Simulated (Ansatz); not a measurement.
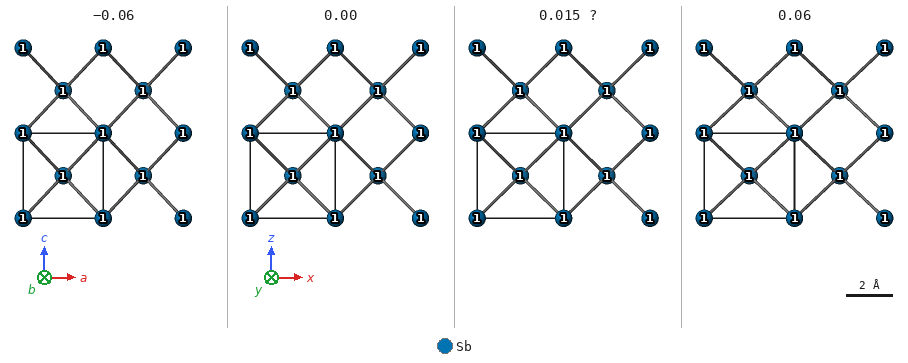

Energy scan for solid Sb (Im-3m), in which the cell is strained along x alone, with the atoms kept at their fractional coordinates. x, y and z are the Cartesian axes of the input. The picture is a ball-and-stick view of the conventional cell (2 times the calculation's cell), repeated 2 × 2 × 2 with one cell outlined, seen along the b axis. Lengths and directions refer to the drawn axes.

All numbers below come from DFT PBEsol, scalar-relativistic, plane waves, PAW in Ansatz 0.2.0. Set-up: plane-wave cutoff 420 eV; k-point mesh 18 × 18 × 18; occupations gaussian; smearing width 0.15 eV; no spin polarisation. Energies (free energies at the smearing named) are counted from the cell as listed in its source, which wasn't relaxed.

```json
{"strain": "−0.060", "ΔE (meV/atom)": "24.8"}
{"strain": "−0.030", "ΔE (meV/atom)": "4.5"}
{"strain": "0.000", "ΔE (meV/atom)": "0.0"}
{"strain": "0.015", "ΔE (meV/atom)": "?"}
{"strain": "0.045", "ΔE (meV/atom)": "19.9"}
{"strain": "0.060", "ΔE (meV/atom)": "31.4"}
```

> Fill in the missing row.

A straight line between the two neighbours gives 6.6 meV/atom. A cubic through the four nearest rows (−0.030, 0.000, 0.045, 0.060) gives, with Lagrange weights, (−0.1000)(4.5) + (0.7500)(0.0) + (0.6000)(19.9) + (−0.2500)(31.4) = 3.6 meV/atom. The calculation gives 3.6 meV/atom, so the cubic is right to the digits shown and the straight line 3.0 meV/atom too high, as the curve bends upwards here.

The whole profile:

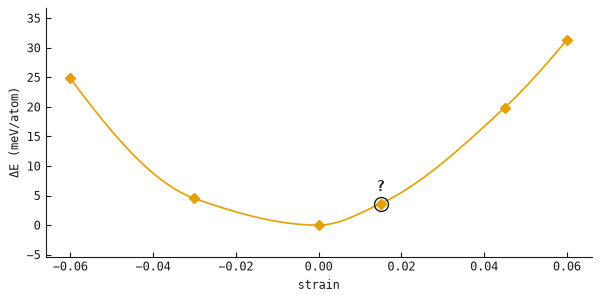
